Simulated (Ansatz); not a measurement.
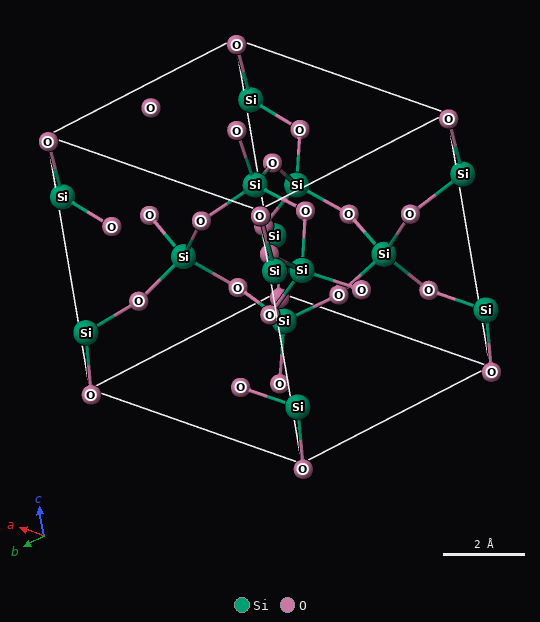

*The structure as given in the input (ball-and-stick view of the cell of the calculation, seen at an oblique angle). An atom can appear more than once, as a periodic image.*

Run report: Si8O17, molecular dynamics (part 1 of 5)

System: Si8O17 (defect cell, 25 atoms in the cell).
Method: DFT PBE, scalar-relativistic, plane waves, PAW, PAW set soft_1, spin-polarised (Ansatz 0.2.0).

The structure derives from an entry of the Crystallography Open Database. It belongs to a series of runs on one base structure; here: dynamics from the last frame of the run before. Figures and captions count atoms from 1; the log counts them from 0 in places.

### Input file
```yaml
crystal:
  lattice:
    - [-6.8513, 0.0, 0.0]
    - [0.0, -7.3761, 0.0]
    - [-1.385429, 0.0, 6.563883]
  atoms:
    - { symbol: Si, position: [0.47020891, 0.50929198, 0.23591887] }
    - { symbol: Si, position: [0.51167632, 0.49814312, 0.75662932] }
    - { symbol: Si, position: [0.20480708, 0.63908414, 0.56356653] }
    - { symbol: Si, position: [0.81821532, 0.60890779, 0.42666544] }
    - { symbol: O, position: [0.01565131, 0.54822663, 0.50828266] }
    - { symbol: O, position: [-0.0261696, 0.02207616, -0.00672538] }
    - { symbol: O, position: [0.8910947, 0.79327641, 0.29995657] }
    - { symbol: O, position: [0.16751114, 0.82097672, 0.70845502] }
    - { symbol: O, position: [0.85822673, 0.15267922, 0.36012021] }
    - { symbol: O, position: [0.11404706, 0.15105883, 0.62569177] }
    - { symbol: O, position: [0.27804082, 0.50133672, 0.72458565] }
    - { symbol: O, position: [0.68933861, 0.49338361, 0.29801222] }
    - { symbol: Si, position: [0.98206201, -0.01072737, 0.22419137] }
    - { symbol: Si, position: [-0.00734841, -0.01949714, 0.75403487] }
    - { symbol: Si, position: [0.68485762, 0.12690949, 0.56342263] }
    - { symbol: Si, position: [0.2809947, 0.15121302, 0.41837406] }
    - { symbol: O, position: [0.49104565, 0.08320168, 0.48862038] }
    - { symbol: O, position: [0.50089069, 0.55312753, -0.00359223] }
    - { symbol: O, position: [0.34403467, 0.34334964, 0.31304682] }
    - { symbol: O, position: [0.62224796, 0.28750497, 0.7309745] }
    - { symbol: O, position: [0.35870792, 0.68280344, 0.36006667] }
    - { symbol: O, position: [0.65996573, 0.64584389, 0.62826033] }
    - { symbol: O, position: [0.77725563, 0.97405077, 0.69736227] }
    - { symbol: O, position: [0.21090606, 1.02955062, 0.24985061] }
    - { symbol: O, position: [0.94991569, 0.51640593, 0.93990147], spin: 1.0 }
magnetization:
  spin_polarized: true
basis:
  ecutwfc: 420.0
kpoints:
  mp_grid: { grid: [1, 1, 2] }
hamiltonian:
  xc: pbe
  pseudopotentials: { kind: paw, azcp: { folder: soft_1 } }
scf:
  occupations: { method: fermi_dirac, width: 0.05 }
  lower_state_search: "off"
md:
  timestep: 1
  n_steps: 90
  ensemble: nvt_langevin
  temperature: 1680.0
  initial_velocities: maxwell_boltzmann
  seed: 722389
  friction: 0.01
```

Machine: 1 thread of Arm Neoverse N1, 24 GiB of memory available, shared host.

Run as:
```bash
ansatz run input.yaml --threads 1 --pin off --max-ram 3072MiB --backend cpu --events-out ev --progress --plain --runs-dir out
```

### What the program printed
```
Warning: md: disabling space-group detection — thermal motion breaks the input geometry's symmetry, so no spatial operation reduces the k-mesh or symmetrises the density; time reversal is kept, so that k and −k are solved as one point where they differ and the mesh holds both, and exact exchange and, on two spinor components, a DFT+U term hold to it where the run has them: on two components no moment then forms, and a state that bears one, which a typed moment (crystal.atoms[].spin; refused beside efield: under a hybrid functional) reaches, can lie lower, under hf by electronvolts; crystal.symmetry.detect: false (a key that needs symmetry detection or time reversal refuses this as the deck is read) with time_reversal: false beside it drops time reversal too
Engine: ansatz 0.2.0, aarch64-unknown-linux-gnu
Pseudopotentials: kind: paw
Pseudopotential: Si, paw, valence charge 4, recommended cutoff 420 eV (normal), [file]
Pseudopotential: O, paw, valence charge 6, recommended cutoff 420 eV (normal), [file]
Functional definition: PBE
  parameter kappa = 0.804
  parameter beta = 0.06672455060314922
  exchange = pbe_x(kappa = kappa, mu = beta*pi^2/3)
  correlation = pbe_c(beta = beta)
Crystal: 25 atoms, lattice volume = 331.712 Å³
Basis set: ecut = 420 eV, 6497 PW (Γ), exchange–correlation on 96×100×90 points (8 copies of the dense FFT grid, shifted against one another)
Bands: 93, of which v1, the nominal top of the filled ones, is band 67 counted from 1 (66 counted from 0)
Symmetry: 1 space group operations
k-points: 2
Non-local potential: Si, projectors of the file, l = 0: 2, l = 1: 2, l = 2: 1
Non-local potential: O, projectors of the file, l = 0: 2, l = 1: 2, l = 2: 1
PAW form: soft (Blöchl's): semilocal exchange-correlation on the pseudo side does not see the compensation charge
PAW one-centre angular grid: Si, 110 points (default); XC on 64 Gauss nodes
PAW one-centre angular grid: O, 110 points (default); XC on 64 Gauss nodes
Starting moments: Σ|m| = 1 μB on 1 of 25 sites
Initial wavefunctions: pseudopotential atomic-orbital guess
Functional: x = pbe(κ = 0.804, μ = 0.2195149727645171), c = pbe(β = 0.06672455060314922)
SCF iter   1: F=—  HF=-14764.786914 eV  |F-HF|=—  |Δ(HF+E_count)|=         —  Δρ=7.03e-2 (↑6.61e-2 ↓7.03e-2)  dr2=5.20e1  dr2_m=9.90e-1  M=2.000 μB ∫|m|=2.007 μB  β_m=1.00  ethr=3.10e-3  ⟨swp⟩=6.0  Hψ=1659  notcnv=0  defer=24
preconditioner: auto → Kerker (q_TF=auto, 2.346 Å⁻¹)  [metal: Δε(μ)=0.044 eV  Ē_g=17.561 eV  σ=0.050 eV  W_gap=0.21  n_scr=72 (ndim 8)  ℏωp=23.6 eV  f_vac=0.120  D(μ)=8.23/eV (n_scr^D=60)]
spin=Collinear: Kerker preconditioning applied to the charge; magnetization (m = ρ↑ − ρ↓) channel mixes plain (no charge-response kernel on spin).
SCF iter   2: F=—  HF=-14754.680040 eV  |F-HF|=—  |Δ(HF+E_count)|=    1.01e1  Δρ=3.87e-2 (↑3.52e-2 ↓3.87e-2)  dr2=1.72e1  dr2_m=1.42e-1  M=2.000 μB ∫|m|=2.033 μB  β_m=1.00  ethr=3.10e-3  ⟨swp⟩=3.0  Hψ=736  notcnv=0  defer=76
preconditioner: auto → Resta (q_TF=auto, 2.346 Å⁻¹)  ε∞=2.9  [insulator: Δε(μ)=0.374 eV  Ē_g=16.982 eV  σ=0.050 eV  W_gap=0.95  n_scr=72 (ndim 8)  ℏωp=23.6 eV  f_vac=0.119  D(μ)=0.69/eV (n_scr^D=0)  ε∞_Penn≈2.9]
spin=Collinear: Resta preconditioning applied to the charge; magnetization (m = ρ↑ − ρ↓) channel mixes plain (no charge-response kernel on spin).
SCF iter   3: F=—  HF=-14750.588210 eV  |F-HF|=—  |Δ(HF+E_count)|=    4.09e0  Δρ=1.70e-2 (↑1.64e-2 ↓1.70e-2)  dr2=2.15e0  dr2_m=9.65e-3  M=2.000 μB ∫|m|=2.037 μB  β_m=0.30  ethr=3.10e-3  ⟨swp⟩=3.5  Hψ=758  notcnv=0  defer=70
SCF iter   4: F=—  HF=-14750.380297 eV  |F-HF|=—  |Δ(HF+E_count)|=   2.08e-1  Δρ=5.67e-3 (↑5.33e-3 ↓5.67e-3)  dr2=2.86e-1  dr2_m=1.17e-2  M=2.000 μB ∫|m|=2.039 μB  β_m=1.00  ethr=1.60e-3  ⟨swp⟩=2.0  Hψ=460  notcnv=0  defer=70
SCF iter   5: F=—  HF=-14750.454353 eV  |F-HF|=—  |Δ(HF+E_count)|=   7.41e-2  Δρ=3.13e-3 (↑2.31e-3 ↓3.13e-3)  dr2=4.95e-2  dr2_m=4.22e-3  M=2.000 μB ∫|m|=2.044 μB  β_m=1.00  ethr=2.13e-4  ⟨swp⟩=3.0  Hψ=616  notcnv=0  defer=70
SCF iter   6: F=—  HF=-14750.508271 eV  |F-HF|=—  |Δ(HF+E_count)|=   5.39e-2  Δρ=1.69e-3 (↑9.40e-4 ↓1.69e-3)  dr2=1.01e-2  dr2_m=1.31e-3  M=2.000 μB ∫|m|=2.046 μB  β_m=1.00  ethr=3.69e-5  ⟨swp⟩=2.0  Hψ=603  notcnv=0  defer=70
SCF iter   7: F=—  HF=-14750.530574 eV  |F-HF|=—  |Δ(HF+E_count)|=   2.23e-2  Δρ=1.09e-3 (↑4.22e-4 ↓1.09e-3)  dr2=3.15e-3  dr2_m=5.54e-4  M=2.000 μB ∫|m|=2.046 μB  β_m=1.00  ethr=7.54e-6  ⟨swp⟩=2.0  Hψ=540  notcnv=0  defer=70
SCF iter   8: F=—  HF=-14750.541153 eV  |F-HF|=—  |Δ(HF+E_count)|=   1.06e-2  Δρ=5.53e-4 (↑2.29e-4 ↓5.53e-4)  dr2=7.32e-4  dr2_m=2.01e-4  M=2.000 μB ∫|m|=2.046 μB  β_m=0.30  ethr=2.35e-6  ⟨swp⟩=2.0  Hψ=532  notcnv=0  defer=70
Mixer restart at iter 8: flushing history
spin-set hold released at iteration 8 (site moments contracting): the magnetisation degrees of freedom join the quasi-Newton model from the next iteration; the mixer history was flushed
SCF iter   9: F=—  HF=-14750.546572 eV  |F-HF|=—  |Δ(HF+E_count)|=   5.42e-3  Δρ=5.96e-4 (↑1.60e-4 ↓5.96e-4)  dr2=5.91e-4  dr2_m=2.70e-4  M=2.000 μB ∫|m|=2.047 μB  β_m=0.65  ethr=5.46e-7  ⟨swp⟩=2.0  Hψ=508  notcnv=0  defer=70
SCF iter  10: F=—  HF=-14750.552791 eV  |F-HF|=—  |Δ(HF+E_count)|=   6.22e-3  Δρ=5.91e-4 (↑8.11e-5 ↓5.91e-4)  dr2=3.76e-4  dr2_m=3.07e-4  M=2.000 μB ∫|m|=2.047 μB  β_m=0.82  ethr=4.41e-7  ⟨swp⟩=2.0  Hψ=527  notcnv=0  defer=70
SCF iter  11: F=—  HF=-14750.553248 eV  |F-HF|=—  |Δ(HF+E_count)|=   4.57e-4  Δρ=3.94e-4 (↑1.47e-4 ↓3.94e-4)  dr2=3.19e-4  dr2_m=1.22e-4  M=2.000 μB ∫|m|=2.047 μB  β_m=0.91  ethr=2.81e-7  ⟨swp⟩=2.0  Hψ=535  notcnv=0  defer=70
SCF iter  12: F=—  HF=-14750.553478 eV  |F-HF|=—  |Δ(HF+E_count)|=   2.30e-4  Δρ=1.49e-4 (↑4.72e-5 ↓1.49e-4)  dr2=3.94e-5  dr2_m=1.81e-5  M=2.000 μB ∫|m|=2.048 μB  β_m=0.96  ethr=2.38e-7  ⟨swp⟩=2.5  Hψ=535  notcnv=0  defer=70
SCF iter  13: F=—  HF=-14750.553122 eV  |F-HF|=—  |Δ(HF+E_count)|=   3.56e-4  Δρ=1.30e-4 (↑4.10e-5 ↓1.30e-4)  dr2=3.01e-5  dr2_m=1.34e-5  M=2.000 μB ∫|m|=2.048 μB  β_m=0.98  ethr=2.94e-8  ⟨swp⟩=2.2  Hψ=616  notcnv=0  defer=70
SCF iter  14: F=—  HF=-14750.553139 eV  |F-HF|=—  |Δ(HF+E_count)|=   1.71e-5  Δρ=1.24e-4 (↑3.31e-5 ↓1.24e-4)  dr2=2.37e-5  dr2_m=1.24e-5  M=2.000 μB ∫|m|=2.048 μB  β_m=0.99  ethr=2.25e-8  ⟨swp⟩=2.0  Hψ=552  notcnv=0  defer=70
SCF iter  15: F=—  HF=-14750.553167 eV  |F-HF|=—  |Δ(HF+E_count)|=   2.81e-5  Δρ=1.11e-4 (↑2.53e-5 ↓1.11e-4)  dr2=1.54e-5  dr2_m=1.05e-5  M=2.000 μB ∫|m|=2.047 μB  β_m=0.69  ethr=1.77e-8  ⟨swp⟩=2.2  Hψ=516  notcnv=0  defer=70
SCF iter  16: F=—  HF=-14750.553205 eV  |F-HF|=—  |Δ(HF+E_count)|=   3.74e-5  Δρ=9.40e-5 (↑2.06e-5 ↓9.40e-5)  dr2=1.20e-5  dr2_m=7.32e-6  M=2.000 μB ∫|m|=2.047 μB  β_m=0.27  ethr=1.15e-8  ⟨swp⟩=3.0  Hψ=641  notcnv=0  defer=70
SCF iter  17: F=—  HF=-14750.553244 eV  |F-HF|=—  |Δ(HF+E_count)|=   3.94e-5  Δρ=7.14e-5 (↑7.74e-6 ↓7.14e-5)  dr2=5.35e-6  dr2_m=4.40e-6  M=2.000 μB ∫|m|=2.047 μB  β_m=0.32  ethr=8.98e-9  ⟨swp⟩=3.0  Hψ=641  notcnv=0  defer=70
SCF iter  18: F=—  HF=-14750.553281 eV  |F-HF|=—  |Δ(HF+E_count)|=   3.75e-5  Δρ=4.83e-5 (↑4.49e-6 ↓4.83e-5)  dr2=2.42e-6  dr2_m=1.98e-6  M=2.000 μB ∫|m|=2.047 μB  β_m=0.86  ethr=3.99e-9  ⟨swp⟩=3.0  Hψ=769  notcnv=0  defer=70
SCF iter  19: F=—  HF=-14750.553300 eV  |F-HF|=—  |Δ(HF+E_count)|=   1.89e-5  Δρ=3.13e-5 (↑4.84e-6 ↓3.13e-5)  dr2=1.11e-6  dr2_m=8.57e-7  M=2.000 μB ∫|m|=2.047 μB  β_m=0.93  ethr=1.81e-9  ⟨swp⟩=4.0  Hψ=819  notcnv=0  defer=70
SCF iter  20: F=—  HF=-14750.553301 eV  |F-HF|=—  |Δ(HF+E_count)|=   3.32e-7  Δρ=3.69e-5 (↑1.11e-5 ↓3.69e-5)  dr2=2.32e-6  dr2_m=8.96e-7  M=2.000 μB ∫|m|=2.047 μB  β_m=0.68  ethr=8.31e-10  ⟨swp⟩=2.5  Hψ=661  notcnv=0  defer=70
SCF iter  21: F=—  HF=-14750.553301 eV  |F-HF|=—  |Δ(HF+E_count)|=   6.25e-7  Δρ=1.15e-5 (↑2.18e-6 ↓1.15e-5)  dr2=1.51e-7  dr2_m=9.30e-8  M=2.000 μB ∫|m|=2.047 μB  β_m=0.73  ethr=8.31e-10  ⟨swp⟩=2.5  Hψ=532  notcnv=0  defer=70
SCF iter  22: F=-14750.553301 eV  HF=-14750.553301 eV  |F-HF|=3.62e-10  |Δ(HF+E_count)|=   1.07e-7  Δρ=7.07e-7 (↑5.82e-7 ↓7.07e-7)  dr2=4.67e-9  dr2_m=1.29e-10  M=2.000 μB ∫|m|=2.047 μB  ethr=7.46e-11  ⟨swp⟩=5.0  Hψ=1134  notcnv=0
SCF 1 converged in 22 iterations: F = -14750.553301 eV  dr2 = 4.67e-9
  greatest PAW one-centre occupation: 0.895 electrons in one spin orbital (limit 2), on the O atom at site 24 (counted from 0), in its partial waves of l = 0
md step     0: t =     0.00 fs  T =  1612.8 K  F+E_penalty+E_count = -14750.55330144 eV  E_kin = 5.211763 eV  (22 SCF iters)
Initial density: handed on by an earlier stage of this run
Starting moments: Σ|m| = 1 μB on 1 of 25 sites; this step starts from the density that it was given
Initial wavefunctions: those handed on with the density
iter 1 solved again at ethr=2.79e-5 eV; its pass at ethr=3.10e-3 eV (dr2=3.74e-2 eV) is discarded
SCF iter   1: F=—  HF=-14750.505417 eV  |F-HF|=—  |Δ(HF+E_count)|=         —  Δρ=2.14e-3 (↑1.94e-3 ↓2.14e-3)  dr2=4.06e-2  dr2_m=9.92e-4  M=2.000 μB ∫|m|=2.047 μB  β_m=0.30  ethr=2.79e-5  ⟨swp⟩=4.2  Hψ=1764  notcnv=0
[...]
preconditioner: auto → Resta (q_TF=auto, 2.346 Å⁻¹)  ε∞=3.1  [insulator: Δε(μ)=0.970 eV  Ē_g=16.368 eV  σ=0.050 eV  W_gap=1.00  n_scr=72 (ndim 8)  ℏωp=23.6 eV  f_vac=0.185  D(μ)=0.00/eV (n_scr^D=0)  ε∞_Penn≈3.1]
spin=Collinear: Resta preconditioning applied to the charge; magnetization (m = ρ↑ − ρ↓) channel mixes plain (no charge-response kernel on spin).
md step     1: t =     1.00 fs  T =  1675.9 K  F+E_penalty+E_count = -14750.49123824 eV  E_kin = 5.415707 eV  (16 SCF iters)
[... from here on the SCF iterations and repeated set-up lines of each step are left out, up to the last step ...]
md step     2: t =     2.00 fs  T =  1614.8 K  F+E_penalty+E_count = -14750.32833611 eV  E_kin = 5.218134 eV  (15 SCF iters)
md step     3: t =     3.00 fs  T =  1516.6 K  F+E_penalty+E_count = -14750.09092181 eV  E_kin = 4.900757 eV  (16 SCF iters)
md step     4: t =     4.00 fs  T =  1485.2 K  F+E_penalty+E_count = -14749.82145576 eV  E_kin = 4.799500 eV  (16 SCF iters)
md step     5: t =     5.00 fs  T =  1367.6 K  F+E_penalty+E_count = -14749.53990684 eV  E_kin = 4.419547 eV  (15 SCF iters)
md step     6: t =     6.00 fs  T =  1242.5 K  F+E_penalty+E_count = -14749.25927633 eV  E_kin = 4.015192 eV  (15 SCF iters)
md step     7: t =     7.00 fs  T =  1120.3 K  F+E_penalty+E_count = -14749.01179555 eV  E_kin = 3.620209 eV  (14 SCF iters)
md step     8: t =     8.00 fs  T =  1074.5 K  F+E_penalty+E_count = -14748.82553850 eV  E_kin = 3.472193 eV  (14 SCF iters)
md step     9: t =     9.00 fs  T =  1026.6 K  F+E_penalty+E_count = -14748.69574947 eV  E_kin = 3.317567 eV  (13 SCF iters)
md step    10: t =    10.00 fs  T =   977.2 K  F+E_penalty+E_count = -14748.60041609 eV  E_kin = 3.157665 eV  (12 SCF iters)
md step    11: t =    11.00 fs  T =  1013.6 K  F+E_penalty+E_count = -14748.52754988 eV  E_kin = 3.275316 eV  (13 SCF iters)
md step    12: t =    12.00 fs  T =   977.3 K  F+E_penalty+E_count = -14748.46895905 eV  E_kin = 3.158088 eV  (13 SCF iters)
md step    13: t =    13.00 fs  T =   987.3 K  F+E_penalty+E_count = -14748.42313674 eV  E_kin = 3.190328 eV  (13 SCF iters)
md step    14: t =    14.00 fs  T =   960.5 K  F+E_penalty+E_count = -14748.38698140 eV  E_kin = 3.104012 eV  (13 SCF iters)
md step    15: t =    15.00 fs  T =   997.5 K  F+E_penalty+E_count = -14748.37220071 eV  E_kin = 3.223273 eV  (13 SCF iters)
md step    16: t =    16.00 fs  T =   986.1 K  F+E_penalty+E_count = -14748.37434687 eV  E_kin = 3.186475 eV  (13 SCF iters)
md step    17: t =    17.00 fs  T =   965.6 K  F+E_penalty+E_count = -14748.38915499 eV  E_kin = 3.120378 eV  (13 SCF iters)
md step    18: t =    18.00 fs  T =   986.4 K  F+E_penalty+E_count = -14748.41692108 eV  E_kin = 3.187562 eV  (13 SCF iters)
md step    19: t =    19.00 fs  T =  1020.6 K  F+E_penalty+E_count = -14748.44852176 eV  E_kin = 3.298149 eV  (13 SCF iters)
md step    20: t =    20.00 fs  T =  1025.1 K  F+E_penalty+E_count = -14748.46556833 eV  E_kin = 3.312628 eV  (13 SCF iters)
md step    21: t =    21.00 fs  T =  1078.1 K  F+E_penalty+E_count = -14748.46860515 eV  E_kin = 3.483799 eV  (13 SCF iters)
md step    22: t =    22.00 fs  T =  1055.0 K  F+E_penalty+E_count = -14748.45385718 eV  E_kin = 3.409288 eV  (14 SCF iters)
md step    23: t =    23.00 fs  T =  1092.6 K  F+E_penalty+E_count = -14748.40860512 eV  E_kin = 3.530866 eV  (14 SCF iters)
md step    24: t =    24.00 fs  T =  1136.5 K  F+E_penalty+E_count = -14748.33401585 eV  E_kin = 3.672553 eV  (13 SCF iters)
md step    25: t =    25.00 fs  T =  1116.9 K  F+E_penalty+E_count = -14748.22092720 eV  E_kin = 3.609127 eV  (14 SCF iters)
md step    26: t =    26.00 fs  T =  1130.3 K  F+E_penalty+E_count = -14748.07419070 eV  E_kin = 3.652534 eV  (14 SCF iters)
md step    27: t =    27.00 fs  T =  1057.3 K  F+E_penalty+E_count = -14747.92124299 eV  E_kin = 3.416694 eV  (14 SCF iters)
md step    28: t =    28.00 fs  T =  1002.1 K  F+E_penalty+E_count = -14747.79821356 eV  E_kin = 3.238141 eV  (15 SCF iters)
md step    29: t =    29.00 fs  T =  1001.0 K  F+E_penalty+E_count = -14747.71900018 eV  E_kin = 3.234779 eV  (15 SCF iters)
md step    30: t =    30.00 fs  T =  1004.4 K  F+E_penalty+E_count = -14747.69980485 eV  E_kin = 3.245585 eV  (16 SCF iters)
md step    31: t =    31.00 fs  T =   970.8 K  F+E_penalty+E_count = -14747.73971938 eV  E_kin = 3.137159 eV  (16 SCF iters)
md step    32: t =    32.00 fs  T =   995.6 K  F+E_penalty+E_count = -14747.82886762 eV  E_kin = 3.217276 eV  (16 SCF iters)
md step    33: t =    33.00 fs  T =  1015.8 K  F+E_penalty+E_count = -14747.95813051 eV  E_kin = 3.282440 eV  (19 SCF iters)
md step    34: t =    34.00 fs  T =  1035.2 K  F+E_penalty+E_count = -14748.09709668 eV  E_kin = 3.345395 eV  (21 SCF iters)
md step    35: t =    35.00 fs  T =  1115.9 K  F+E_penalty+E_count = -14748.23563018 eV  E_kin = 3.605888 eV  (21 SCF iters)
md step    36: t =    36.00 fs  T =  1140.7 K  F+E_penalty+E_count = -14748.37165628 eV  E_kin = 3.686038 eV  (20 SCF iters)
```
